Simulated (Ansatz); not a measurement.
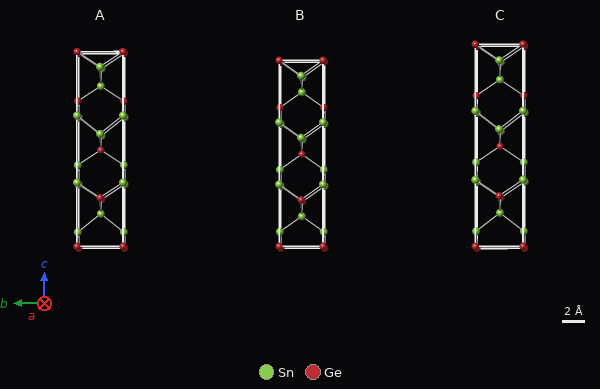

3 geometries from one relaxation of crystalline Sn2Ge (a generated structure, set up in I4_1/amd) (coarse preliminary run), in shuffled order. Style: ball-and-stick. Shown: the conventional cell (2 times the calculation's cell), from a free direction. Lengths and directions refer to the drawn axes.

Computed with DFT PBE, scalar-relativistic, plane waves, PAW (Ansatz 0.2.0). Set-up: plane-wave cutoff 420 eV; k-point mesh 6 × 6 × 6; occupations gaussian; smearing width 0.1 eV; no spin polarisation; cell and atoms relaxed; force threshold 0.04 eV/Å; at most 70 steps.

Order the frames from highest to lowest energy.

Answer. B, A, C. They are steps 0, 1, 6, at +381 meV per atom, +60.8 meV per atom relative to the last. The largest moves relative to the cell, 0.073 Å, are those of Sn atoms. Ge stays in place. Cell: a = b 4.143 → 4.504 Å (+8.7 %), c 17.577 → 19.098 Å (+8.6 %). Volume +28.4 %. Among the contacts that change: Sn–Sn 2.537 → 2.844 Å, Ge–Sn 2.537 → 2.716 Å. Among the angles between lasting bonds that change: Sn–Sn–Sn 109.5° → 104.7°, Ge–Sn–Ge 109.5° → 112.0°, Sn–Ge–Sn 109.5° → 112.0°. The space group stays I4_1/amd (No. 141). The energy falls by 381 meV per atom in 4 accepted moves (6 points after the start). Largest force component: 1.9 eV/Å at the start, 0.0057 eV/Å at the end. The pressure goes from 19.71 to 0.04 GPa. The SCF was repeated twice at an unchanged geometry on a basis and grid sized afresh for the cell, which shifted the energy by 2.9 meV per atom at most. Cost: 3.9 min on 1 thread of Intel(R) Xeon(R) Processor @ 2.50GHz (Skylake/Cascade Lake) (shared host), peak memory 0.59 GiB.
